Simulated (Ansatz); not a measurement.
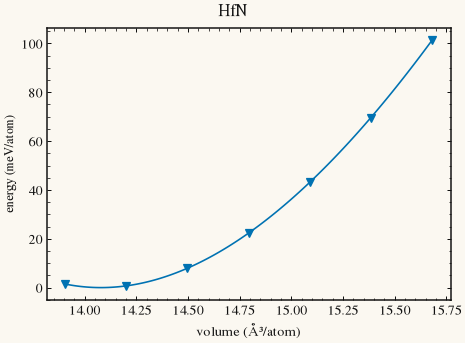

Plotted: energy against volume for HfN, space group F-43m (No. 216).

Starting cell:
```xyz
2
Lattice="0.0000 2.4548 2.4548 2.4548 0.0000 2.4548 2.4548 2.4548 0.0000" Properties=species:S:1:pos:R:3 pbc="T T T"
Hf    0.0000    0.0000    0.0000
N     1.2274    1.2274    1.2274
```

How it was computed, with Ansatz 0.2.0: all-electron LAPW DFT, no spin polarisation; energies at scaled volumes of the given cell, shape and fractions fixed, counted from the fit's minimum, third-order Birch-Murnaghan fit. Level: LDA.

- k mesh: 9×9×9
- occupations: Fermi–Dirac
- smearing width: 0.05 eV
- potentials: all electron LAPW, scalar relativistic
- program settings: basis error eV/atom 0.001

This calculation gives: equilibrium volume 14.08 Å³/atom and bulk modulus 216 GPa.

Now the level changes from LDA to PBEsol. How do these quantities change?

The equilibrium volume rises from 14.08 to 14.41 Å³/atom (+2.3 %) and the bulk modulus falls from 216 to 201 GPa (−6.9 %).

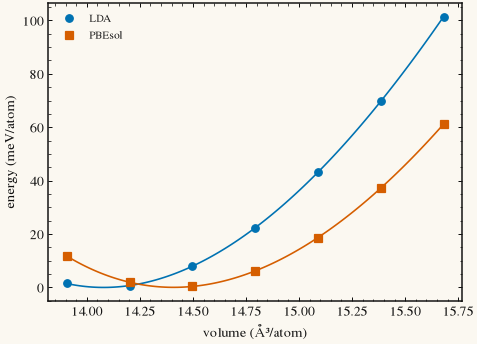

The two results together.

V0 and the bulk modulus come from third-order Birch–Murnaghan fits.
